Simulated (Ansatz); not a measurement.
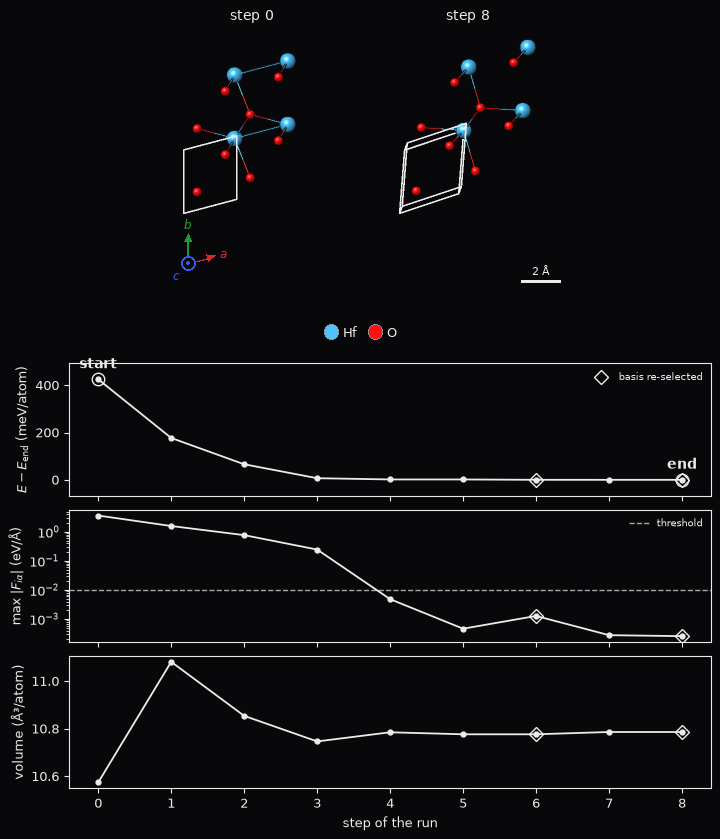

First and last geometry of a relaxation of a crystal of HfO2 (set up in P1), with the history of the run. The picture is a ball-and-stick view of the cell of the calculation, reduced to other axes, repeated 2 × 2 × 1 with one cell outlined, seen along the c axis. Lengths and directions refer to the drawn axes.

Case: all atoms moved at random, sigma 0.1 Å for each component, cell strained at random, sigma 0.1; relaxed back.

These are results of DFT r2SCAN, scalar-relativistic, plane waves, PAW (Ansatz 0.2.0), not measurements. (plane-wave cutoff 500 eV; k-point mesh 8 × 8 × 8; occupations gaussian; smearing width 0.05 eV; no spin polarisation; cell and atoms relaxed; force threshold 0.01 eV/Å; at most 80 steps)

Read the history and describe the run.

Answer. It converged. Over 6 accepted moves (8 points after the start) the energy falls by 425 meV per atom. The largest force component goes from 3.7 to 0.00026 eV/Å. Pressure: 28.11 GPa at the start and 0.00 GPa at the end. The SCF was repeated twice at an unchanged geometry on a basis and grid sized afresh for the cell, which shifted the energy by 1.5 meV per atom at most. The atom that moves furthest relative to the cell is the Hf atom (0.18 Å roughly along [1 1 −1]). Largest moves by element: Hf 0.18 Å, O 0.11 Å. Cell: a 3.155 → 3.576 Å (+13.4 %), b 3.453 → 3.577 Å (+3.6 %), c 3.552 → 3.577 Å (+0.7 %), α 71.1° → 60.0°, β 63.7° → 60.0°, γ 68.9° → 60.0°. Volume +2.0 %. Among the contacts that change: Hf–Hf 3.155 → 3.576 Å, Hf–O 1.821 → 2.190 Å, Hf–O 2.544 → 2.191 Å, Hf–O 2.513 → 2.191 Å. Bond angles that change, for instance: Hf–O–Hf 125.2° → 109.5°, Hf–O–Hf 122.2° → 109.5°, Hf–O–Hf 99.8° → 109.5°. The space group (tolerance 0.01 Å) goes from P1 (No. 1) to Fm-3m (No. 225). Cost: 8.2 min on 1 thread of AMD EPYC (Zen 3), on a shared host, peak memory 0.65 GiB.
